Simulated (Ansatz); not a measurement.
# TaN: geometry relaxation (part 2 of 2)

TaN (Fm-3m, 2 atoms in the cell); DFT, PBE, PAW with Ansatz's default frozen-core files, scalar-relativistic, no spin polarisation (Ansatz 0.2.0); cutoff 420 eV, 16×16×16 k-mesh, Fermi–Dirac smearing of 0.08 eV. The structure was built on a prototype by a generator; it need not be a known phase. It belongs to a series of runs on one base structure; here: cell relaxed at zero pressure.

Geometry of the input (Å; fractional positions):
```
0.0000  2.1544  2.1544
2.1544  0.0000  2.1544
2.1544  2.1544  0.0000
Ta 0.0000  0.0000  0.0000
N  0.5000  0.5000  0.5000
```

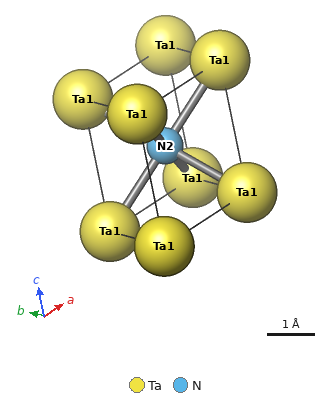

The geometry at step 2 of the log (ball-and-stick view of the cell of the calculation, seen slightly off an axis; atoms are numbered from 1 in the order of the input).

Log, continued:
```
SCF iter   1: F=—  HF=-10317.918095 eV  |F-HF|=—  |Δ(HF+E_count)|=         —  Δρ=4.09e-4  dr2=3.60e-5  ethr=2.09e-7  ⟨swp⟩=2.5  Hψ=13066  notcnv=0
preconditioner: auto → none  [metal: Δε(μ)=0.015 eV  Ē_g=15.414 eV  σ=0.080 eV  W_gap=0.05  n_scr=8 (ndim 8)  ℏωp=25.3 eV  f_vac=0.000  D(μ)=0.97/eV (n_scr^D=14)]
SCF iter   2: F=—  HF=-10317.918086 eV  |F-HF|=—  |Δ(HF+E_count)|=   8.79e-6  Δρ=1.53e-4  dr2=6.00e-6  ethr=2.00e-7  ⟨swp⟩=1.0  Hψ=2465  notcnv=0
iter 3 did not close the SCF: its close was put off for the readings that it lacked (scf_convergence_deferred on its scf_iter line)
SCF iter   3: F=-10317.918085 eV  HF=-10317.918085 eV  |F-HF|=9.80e-8  |Δ(HF+E_count)|=   1.46e-6  Δρ=2.43e-5  dr2=1.39e-7  ethr=3.33e-8  ⟨swp⟩=1.0  Hψ=2465  notcnv=0
iter 4 did not close the SCF: its close was put off for the readings that it lacked (scf_convergence_deferred on its scf_iter line)
SCF iter   4: F=-10317.918085 eV  HF=-10317.918085 eV  |F-HF|=9.09e-10  |Δ(HF+E_count)|=   3.50e-8  Δρ=3.37e-6  dr2=2.05e-9  ethr=7.71e-10  ⟨swp⟩=1.3  Hψ=2559  notcnv=0
iter 5 did not close the SCF: its close was put off for the readings that it lacked (scf_convergence_deferred on its scf_iter line)
SCF iter   5: F=-10317.918085 eV  HF=-10317.918085 eV  |F-HF|=3.64e-12  |Δ(HF+E_count)|=  5.64e-10  Δρ=6.89e-7  dr2=5.73e-11  ethr=1.14e-11  ⟨swp⟩=2.2  Hψ=3647  notcnv=0
SCF iter   6: F=-10317.918085 eV  HF=-10317.918085 eV  |F-HF|=3.64e-12  |Δ(HF+E_count)|=  2.36e-11  Δρ=1.25e-7  dr2=2.16e-12  ethr=1.00e-12  ⟨swp⟩=4.1  Hψ=9014  notcnv=0
SCF 4 converged in 6 iterations: F = -10317.918085 eV  dr2 = 2.16e-12
relax step   4: F+E_penalty+E_count = -10317.91808497 eV  Δ(F+E_penalty+E_count) = -3.020e-4 eV  max|allowed force component| = 3.418e-29 eV/Å  Δτ_max = 0.0000 Å  P = -0.004 GPa  Ω = 21.521 Å³  energy of the carried Pulay correction = -4.867e-3 eV  (6 SCF iters, dr2 threshold 2.00e-7 eV, accepted)
Initial wavefunctions: pseudopotential atomic-orbital guess (no wavefunctions were taken with the density)
iter 1 solved again at ethr=7.54e-8 eV; its pass at ethr=3.10e-3 eV (dr2=1.36e-5 eV) is discarded
SCF iter   1: F=—  HF=-10317.924987 eV  |F-HF|=—  |Δ(HF+E_count)|=         —  Δρ=6.95e-4  dr2=1.15e-5  ethr=7.54e-8  ⟨swp⟩=2.9  Hψ=18245  notcnv=0
preconditioner: auto → none  [metal: Δε(μ)=0.015 eV  Ē_g=15.412 eV  σ=0.080 eV  W_gap=0.05  n_scr=8 (ndim 8)  ℏωp=25.3 eV  f_vac=0.000  D(μ)=0.97/eV (n_scr^D=14)]
SCF iter   2: F=—  HF=-10317.925067 eV  |F-HF|=—  |Δ(HF+E_count)|=   7.99e-5  Δρ=3.35e-4  dr2=1.98e-6  ethr=6.40e-8  ⟨swp⟩=2.1  Hψ=3106  notcnv=0
SCF iter   3: F=—  HF=-10317.925093 eV  |F-HF|=—  |Δ(HF+E_count)|=   2.65e-5  Δρ=3.16e-5  dr2=2.57e-8  ethr=1.10e-8  ⟨swp⟩=2.0  Hψ=3126  notcnv=0
SCF iter   4: F=—  HF=-10317.925093 eV  |F-HF|=—  |Δ(HF+E_count)|=   2.31e-7  Δρ=1.70e-6  dr2=3.56e-10  ethr=1.43e-10  ⟨swp⟩=2.1  Hψ=3238  notcnv=0
iter 5 did not close the SCF: its close was put off for the readings that it lacked (scf_convergence_deferred on its scf_iter line)
SCF iter   5: F=-10317.925093 eV  HF=-10317.925093 eV  |F-HF|=1.82e-11  |Δ(HF+E_count)|=  1.64e-11  Δρ=3.74e-7  dr2=1.15e-11  ethr=1.98e-12  ⟨swp⟩=2.0  Hψ=3680  notcnv=0
SCF iter   6: F=-10317.925093 eV  HF=-10317.925093 eV  |F-HF|=3.64e-12  |Δ(HF+E_count)|=  1.46e-11  Δρ=1.67e-8  dr2=4.43e-14  ethr=1.00e-12  ⟨swp⟩=4.0  Hψ=8711  notcnv=0
SCF 5 converged in 6 iterations: F = -10317.925093 eV  dr2 = 4.43e-14
relax step   5: F+E_penalty+E_count = -10317.92509339 eV  Δ(F+E_penalty+E_count) = -7.008e-3 eV  max|allowed force component| = 2.367e-29 eV/Å  Δτ_max = 0.0000 Å  P = +0.463 GPa  Ω = 21.521 Å³  stress off target by 4.63e-1 GPa  SCF on the basis re-selected at this cell (its energy is not comparable with the rows above)  (6 SCF iters)
basis re-selected at this cell: Δ(F+E_penalty+E_count) = -7.008e-3 eV, ΔP = +0.467 GPa vs the last step (what re-selecting the basis moved, of the pressure what is left beyond the Pulay correction that the steps carried, after the strain that the cell walked since its last selection, with what the two solves' SCF thresholds leave and, on support functions, any second-order correction that the steps lacked; it is no measure of the basis error at this ecutwfc). This SCF's stress stands 4.63e-1 GPa from its target on what of the cell is left free (relax.cell.stress_tol is 5.00e-2 GPa) and its largest allowed force component is 2.37e-29 eV/Å (relax.f_tol is 5.00e-3 eV/Å): not within both, so this SCF does not close the relaxation
Crystal: 2 atoms, lattice volume = 21.551 Å³
iter 1 solved again at ethr=6.46e-8 eV; its pass at ethr=3.10e-3 eV (dr2=1.16e-5 eV) is discarded
SCF iter   1: F=—  HF=-10317.925049 eV  |F-HF|=—  |Δ(HF+E_count)|=         —  Δρ=2.26e-4  dr2=1.11e-5  ethr=6.46e-8  ⟨swp⟩=2.5  Hψ=13061  notcnv=0
preconditioner: auto → none  [metal: Δε(μ)=0.015 eV  Ē_g=15.394 eV  σ=0.080 eV  W_gap=0.05  n_scr=8 (ndim 8)  ℏωp=25.3 eV  f_vac=0.000  D(μ)=0.97/eV (n_scr^D=14)]
SCF iter   2: F=—  HF=-10317.925045 eV  |F-HF|=—  |Δ(HF+E_count)|=   4.02e-6  Δρ=8.50e-5  dr2=1.85e-6  ethr=6.15e-8  ⟨swp⟩=1.0  Hψ=2465  notcnv=0
iter 3 did not close the SCF: its close was put off for the readings that it lacked (scf_convergence_deferred on its scf_iter line)
SCF iter   3: F=-10317.925045 eV  HF=-10317.925045 eV  |F-HF|=3.05e-8  |Δ(HF+E_count)|=   4.52e-7  Δρ=1.35e-5  dr2=4.29e-8  ethr=1.03e-8  ⟨swp⟩=1.0  Hψ=2465  notcnv=0
iter 4 did not close the SCF: its close was put off for the readings that it lacked (scf_convergence_deferred on its scf_iter line)
SCF iter   4: F=-10317.925045 eV  HF=-10317.925045 eV  |F-HF|=2.84e-10  |Δ(HF+E_count)|=   1.09e-8  Δρ=1.88e-6  dr2=6.39e-10  ethr=2.38e-10  ⟨swp⟩=1.3  Hψ=2582  notcnv=0
iter 5 did not close the SCF: its close was put off for the readings that it lacked (scf_convergence_deferred on its scf_iter line)
SCF iter   5: F=-10317.925045 eV  HF=-10317.925045 eV  |F-HF|=5.46e-12  |Δ(HF+E_count)|=  1.89e-10  Δρ=3.92e-7  dr2=1.82e-11  ethr=3.55e-12  ⟨swp⟩=2.1  Hψ=3654  notcnv=0
SCF iter   6: F=-10317.925045 eV  HF=-10317.925045 eV  |F-HF|=1.82e-12  |Δ(HF+E_count)|=  9.09e-12  Δρ=7.02e-8  dr2=6.81e-13  ethr=1.00e-12  ⟨swp⟩=4.0  Hψ=8845  notcnv=0
SCF 6 converged in 6 iterations: F = -10317.925045 eV  dr2 = 6.81e-13
relax step   6: F+E_penalty+E_count = -10317.92504466 eV  Δ(F+E_penalty+E_count) = +4.873e-5 eV  max|allowed force component| = 2.728e-30 eV/Å  Δτ_max = 0.0000 Å  P = +0.007 GPa  Ω = 21.551 Å³  energy of the carried Pulay correction = -9.203e-5 eV  (6 SCF iters, dr2 threshold 2.00e-7 eV, accepted)
iter 1 solved again at ethr=5.12e-8 eV; its pass at ethr=3.10e-3 eV (dr2=9.22e-6 eV) is discarded
SCF iter   1: F=—  HF=-10317.925143 eV  |F-HF|=—  |Δ(HF+E_count)|=         —  Δρ=8.31e-6  dr2=2.37e-9  ethr=5.12e-8  ⟨swp⟩=3.1  Hψ=18594  notcnv=0
preconditioner: auto → none  [metal: Δε(μ)=0.015 eV  Ē_g=15.395 eV  σ=0.080 eV  W_gap=0.05  n_scr=8 (ndim 8)  ℏωp=25.3 eV  f_vac=0.000  D(μ)=0.97/eV (n_scr^D=14)]
SCF iter   2: F=—  HF=-10317.925141 eV  |F-HF|=—  |Δ(HF+E_count)|=   1.92e-6  Δρ=3.93e-6  dr2=4.33e-10  ethr=1.32e-11  ⟨swp⟩=2.4  Hψ=3971  notcnv=0
iter 3 did not close the SCF: its close was put off for the readings that it lacked (scf_convergence_deferred on its scf_iter line)
SCF iter   3: F=-10317.925141 eV  HF=-10317.925141 eV  |F-HF|=9.09e-12  |Δ(HF+E_count)|=   1.01e-9  Δρ=5.09e-7  dr2=1.68e-11  ethr=2.40e-12  ⟨swp⟩=2.3  Hψ=3480  notcnv=0
iter 4 did not close the SCF: its close was put off for the readings that it lacked (scf_convergence_deferred on its scf_iter line)
SCF iter   4: F=-10317.925141 eV  HF=-10317.925141 eV  |F-HF|=1.82e-12  |Δ(HF+E_count)|=  1.46e-11  Δρ=1.24e-7  dr2=7.05e-13  ethr=1.00e-12  ⟨swp⟩=1.0  Hψ=2465  notcnv=0
iter 5 did not close the SCF: its close was put off for the readings that it lacked (scf_convergence_deferred on its scf_iter line)
SCF iter   5: F=-10317.925141 eV  HF=-10317.925141 eV  |F-HF|=3.64e-12  |Δ(HF+E_count)|=  3.64e-12  Δρ=9.08e-9  dr2=1.46e-14  ethr=1.00e-12  ⟨swp⟩=1.0  Hψ=2465  notcnv=0
iter 6 did not close the SCF: its close was put off for the readings that it lacked (scf_convergence_deferred on its scf_iter line)
SCF iter   6: F=-10317.925141 eV  HF=-10317.925141 eV  |F-HF|=1.82e-12  |Δ(HF+E_count)|=  5.46e-12  Δρ=1.59e-9  dr2=2.12e-16  ethr=1.00e-12  ⟨swp⟩=1.0  Hψ=2465  notcnv=0
SCF iter   7: F=-10317.925141 eV  HF=-10317.925141 eV  |F-HF|=5.46e-12  |Δ(HF+E_count)|=  1.82e-12  Δρ=2.79e-10  dr2=8.42e-18  ethr=1.00e-12  ⟨swp⟩=2.0  Hψ=6240  notcnv=0
SCF 7 converged in 7 iterations: F = -10317.925141 eV  dr2 = 8.42e-18
relax step   7: F+E_penalty+E_count = -10317.92514104 eV  Δ(F+E_penalty+E_count) = -9.637e-5 eV  max|allowed force component| = 4.930e-30 eV/Å  Δτ_max = 0.0000 Å  P = +0.010 GPa  Ω = 21.551 Å³  stress off target by 9.61e-3 GPa  SCF on the basis re-selected at this cell (its energy is not comparable with the rows above)  (7 SCF iters)
basis re-selected at this cell: Δ(F+E_penalty+E_count) = -9.637e-5 eV, ΔP = +0.003 GPa vs the last step (what re-selecting the basis moved, of the pressure what is left beyond the Pulay correction that the steps carried, after the strain that the cell walked since its last selection, with what the two solves' SCF thresholds leave and, on support functions, any second-order correction that the steps lacked; it is no measure of the basis error at this ecutwfc). This SCF's stress stands 9.61e-3 GPa from its target on what of the cell is left free (relax.cell.stress_tol is 5.00e-2 GPa) and its largest allowed force component is 4.93e-30 eV/Å (relax.f_tol is 5.00e-3 eV/Å): within both
SCF converged after 7 iterations
Free energy (F): -10317.925141 eV
Harris-Foulkes:  -10317.925141 eV  (|F-HF|=5.46e-12)
Internal energy: -10317.905579 eV  (E = F + TS)
E sigma→0 (E₀):  -10317.915360 eV
Entropy (-TS):   -0.019562 eV (-9.781 meV/atom)
Fermi energy:    21.392158 eV
--- Per-component energies (eV) ---
  E_band       = -49.215414
  E_kinetic    = 500.412177
  E_local      = -592.307070  (includes V_loc(G=0)·N_el)
  E_nonlocal   = 59.821318
  E_hartree    = 198.931719
  E_xc         = -279.954141
  E_vxc        = -282.419222  (∫ρ·V_xc dr)
  E_paw        = -8524.224345  (= ΣΔE_a)
  E_vpaw       = -132.586212  (= ΣTr[D̂ρ^β])
  E_aug_tail   = 0.000156  (compensation charges beyond the density's cutoff)
  E_ewald      = -1680.585393
  E_smearing   = -0.019562  (= −TS)
  E_closure    = -0.000000  (closes the sum)
  Σ components = -10317.925141   (vs F -10317.925141, Δ=0.00e0)
--- Forces (eV/Å), atoms counted from 1 ---
  atom   1  Ta    -0.00000000     0.00000000    -0.00000000
  atom   2  N      0.00000000    -0.00000000    -0.00000000
  max |Σ_I F_I| component: 6.97e-30 eV/Å
--- Stress (GPa, compression-positive) ---
        0.009611      -0.000000      -0.000000
       -0.000000       0.009611      -0.000000
       -0.000000      -0.000000       0.009611
  P = ⅓ Tr σ = 0.0096 GPa (0.096 kbar)
--- Band table (eV; the first three rows and the last of 145) ---
  k-point 0: bands = ["-48.0902", "-14.3434", "-14.3434", "-14.3434", "2.6580", "17.6047", "17.6047", "17.6047", "19.3351", "19.3351", "19.3351", "21.4744", "21.4744", "22.7827", "30.5672", "45.2030", "45.2030"]
  k-point 1: bands = ["-48.0882", "-14.3767", "-14.3464", "-14.3464", "2.7495", "17.1011", "17.2735", "17.2735", "19.4894", "19.4894", "19.5529", "21.8557", "21.8557", "23.0767", "30.8538", "43.6951", "44.4710"]
  k-point 2: bands = ["-48.0825", "-14.4705", "-14.3551", "-14.3551", "3.0142", "16.0747", "16.5829", "16.5829", "19.8509", "19.8509", "19.8767", "22.7862", "22.7862", "23.8233", "31.6475", "41.4824", "42.8542"]
  k-point 144: bands = ["-48.0199", "-14.8283", "-14.8283", "-14.6383", "4.5266", "14.0231", "14.6567", "14.6567", "21.2117", "21.2117", "24.8950", "25.3549", "25.8491", "31.1417", "33.1350", "33.1350", "36.3393"]
--- Relaxed structure (5 steps of the walk, 5 accepted, 2 SCFs on fresh bases) ---
  F+E_penalty+E_count = -10317.92514104 eV   max|allowed force component| = 4.930e-30 eV/Å   (the final SCF, on the basis selected at the relaxed cell)
  cell:  # Å, volume = 21.5507 Å³
    - [-3.155946053597879e-33, 2.2087370792607124, 2.2087370792607124]
    - [2.2087370792607124, -5.2896330909265625e-33, 2.2087370792607124]
    - [2.2087370792607124, 2.2087370792607124, -4.4775581739070005e-33]
  atoms:
    - { symbol: Ta, position: [-1.3502180875264636e-35, 1.4433365763218084e-35, 3.491943329811008e-35] }
    - { symbol: N, position: [0.5, 0.5, 0.5] }
```

File rho_z.tsv:
```
# z_ang	rho[e/angstrom^3]
# format = ansatz-planar-average/11
# lattice	-0.000000000	2.208737079	2.208737079
# lattice	2.208737079	-0.000000000	2.208737079
# lattice	2.208737079	2.208737079	-0.000000000
# sites	2
# site	73	0.000000000	0.000000000	0.000000000
# site	7	2.208737079	2.208737079	2.208737079
0.000000	1.138715e0
0.130151	1.127644e0
0.260302	1.090079e0
0.390453	1.019263e0
0.520604	9.181052e-1
0.650755	8.047576e-1
0.780906	7.069285e-1
0.911058	6.493796e-1
1.041209	6.413523e-1
1.171360	6.705894e-1
1.301511	7.108338e-1
1.431662	7.397966e-1
1.561813	7.495481e-1
1.691964	7.397966e-1
1.822115	7.108338e-1
1.952266	6.705894e-1
2.082417	6.413523e-1
2.212568	6.493796e-1
2.342719	7.069285e-1
2.472871	8.047576e-1
2.603022	9.181052e-1
2.733173	1.019263e0
2.863324	1.090079e0
2.993475	1.127644e0
```

File v_z.tsv:
```
# z_ang	v_es[eV]	v_tot[eV]
# format = ansatz-planar-average/11
# xc	pbe
# density_cutoff_ev	1680
# datasets	Ta=:simpson_from_first_knot:soft	N=:simpson_from_first_knot:soft
# lattice	-0.000000000	2.208737079	2.208737079
# lattice	2.208737079	-0.000000000	2.208737079
# lattice	2.208737079	2.208737079	-0.000000000
# sites	2
# site	73	0.000000000	0.000000000	0.000000000
# site	7	2.208737079	2.208737079	2.208737079
0.000000	1.220384e0	-1.345272e1
0.130151	1.616127e0	-1.300188e1
0.260302	2.749755e0	-1.170196e1
0.390453	4.450253e0	-9.731685e0
0.520604	6.492513e0	-7.350624e0
0.650755	8.525184e0	-4.966756e0
0.780906	1.008362e1	-3.099435e0
0.911058	1.097544e1	-1.980232e0
1.041209	1.129751e1	-1.528048e0
1.171360	1.123369e1	-1.547986e0
1.301511	1.096354e1	-1.837314e0
1.431662	1.066859e1	-2.180655e0
1.561813	1.053956e1	-2.335656e0
1.691964	1.066859e1	-2.180655e0
1.822115	1.096354e1	-1.837314e0
1.952266	1.123369e1	-1.547986e0
2.082417	1.129751e1	-1.528048e0
2.212568	1.097544e1	-1.980232e0
2.342719	1.008362e1	-3.099435e0
2.472871	8.525184e0	-4.966756e0
2.603022	6.492513e0	-7.350624e0
2.733173	4.450253e0	-9.731685e0
2.863324	2.749755e0	-1.170196e1
2.993475	1.616127e0	-1.300188e1
```

Trajectory as extended XYZ (Å, eV, eV/Å), 7 frames, from step=1 to step=7:
```
2
Lattice="0.0000 2.1544 2.1544 2.1544 0.0000 2.1544 2.1544 2.1544 0.0000" Properties=species:S:1:pos:R:3:forces:R:3 step=1 energy=-10317.79380 pressure_GPa=29.02
Ta    0.0000    0.0000    0.0000    0.0000   0.0000   0.0000
N     2.1544    2.1544    2.1544    0.0000   0.0000   0.0000
2
Lattice="0.0000 2.2236 2.2236 2.2236 0.0000 2.2236 2.2236 2.2236 0.0000" Properties=species:S:1:pos:R:3:forces:R:3 step=2 energy=-10317.90629 pressure_GPa=-6.96
Ta    0.0000    0.0000    0.0000    0.0000   0.0000   0.0000
N     2.2236    2.2236    2.2236    0.0000   0.0000   0.0000
2
Lattice="0.0000 2.2095 2.2095 2.2095 0.0000 2.2095 2.2095 2.2095 0.0000" Properties=species:S:1:pos:R:3:forces:R:3 step=3 energy=-10317.91778 pressure_GPa=-0.83
Ta    0.0000    0.0000    0.0000    0.0000   0.0000   0.0000
N     2.2095    2.2095    2.2095    0.0000   0.0000   0.0000
2
Lattice="0.0000 2.2077 2.2077 2.2077 0.0000 2.2077 2.2077 2.2077 0.0000" Properties=species:S:1:pos:R:3:forces:R:3 step=4 energy=-10317.91808 pressure_GPa=-0.00
Ta    0.0000    0.0000    0.0000    0.0000   0.0000   0.0000
N     2.2077    2.2077    2.2077    0.0000   0.0000   0.0000
2
Lattice="0.0000 2.2077 2.2077 2.2077 0.0000 2.2077 2.2077 2.2077 0.0000" Properties=species:S:1:pos:R:3:forces:R:3 step=5 energy=-10317.92509 pressure_GPa=0.46
Ta    0.0000    0.0000    0.0000    0.0000   0.0000   0.0000
N     2.2077    2.2077    2.2077    0.0000   0.0000   0.0000
2
Lattice="0.0000 2.2087 2.2087 2.2087 0.0000 2.2087 2.2087 2.2087 0.0000" Properties=species:S:1:pos:R:3:forces:R:3 step=6 energy=-10317.92504 pressure_GPa=0.01
Ta    0.0000    0.0000    0.0000    0.0000   0.0000   0.0000
N     2.2087    2.2087    2.2087    0.0000   0.0000   0.0000
2
Lattice="0.0000 2.2087 2.2087 2.2087 0.0000 2.2087 2.2087 2.2087 0.0000" Properties=species:S:1:pos:R:3:forces:R:3 step=7 energy=-10317.92514 pressure_GPa=0.01
Ta    0.0000    0.0000    0.0000    0.0000   0.0000   0.0000
N     2.2087    2.2087    2.2087    0.0000   0.0000   0.0000
```

Results in brief:

- outcome: converged
- space group (tolerance 0.01 Å): Fm-3m (225)
- electrons treated: 18
- free energy: −10317.9251 eV
- Fermi energy: 21.392 eV
- pressure: 0.01 GPa
- final volume: 21.55 Å³
- largest force (length of the vector) at the end: under 0.001 eV/Å
- final cell: a = 3.124 Å, b = 3.124 Å, c = 3.124 Å, α = 60.00°, β = 60.00°, γ = 60.00°
- hardware: 1 thread of AMD EPYC (Zen 5), 64 GiB of memory available, shared host
- wall time: 7.4 s
- peak memory: 0.45 GiB

Remarks:

Spin–orbit coupling is left out, which matters for Ta.
